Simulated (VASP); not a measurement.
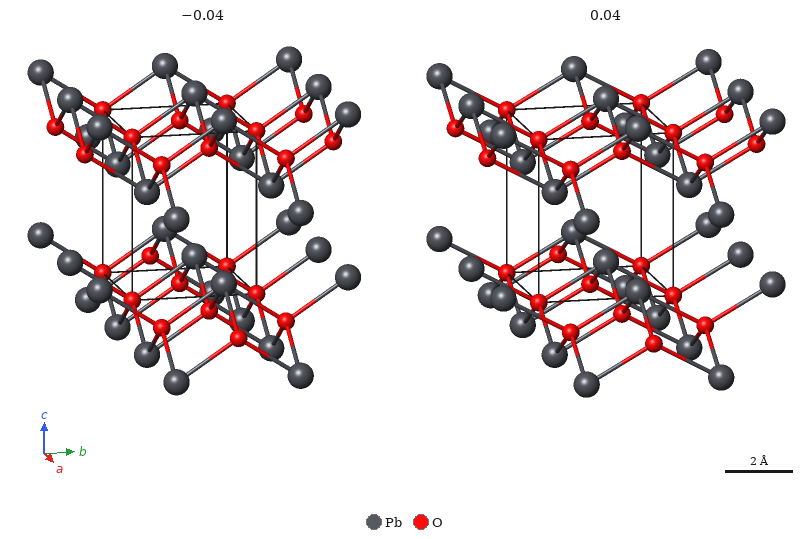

A crystal of PbO (set up in P4/nmm), held at several strains, with the atoms relaxed (per unit of the tabulated number the cell is strained by 1.0 along b, 1.0 along a). The picture shows the first and the last member. The picture is a ball-and-stick view of the cell of the calculation, repeated 2 × 1 × 1 with one cell outlined, seen slightly off an axis.

Computed with VASP 6.6.1: PBE, VASP PAW PBE potentials, recommended. Settings: plane-wave cutoff 520 eV; k-point mesh 5 × 5 × 5; occupations fermi-dirac; smearing width 0.05 eV; no spin polarisation.

```tsv
strain	energy (meV/atom)
−0.04	67.86
−0.02	25.27
−0.01	10.64
0.0	0.00
0.01	?
0.02	−10.56
0.04	−8.80
```

Question: One row is withheld. What does the calculation give there?

Answer: A parabola through three neighbouring rows (−0.01, 0.0, 0.02) gives, with Lagrange weights, (−0.3333)(10.64) + (1.0000)(0.00) + (0.3333)(−10.56) = −7.07 meV/atom. The calculation gives −6.97 meV/atom. The estimate is 0.10 meV/atom too low. The lowest tabulated energy lies at 0.02, so the unstrained cell isn't a minimum along this strain at this level. From the first member to the last: O–Pb 2.289 → 2.372 Å.

The whole series:

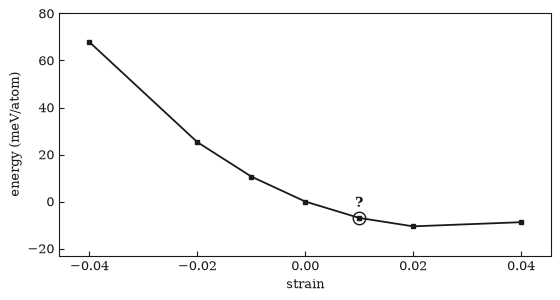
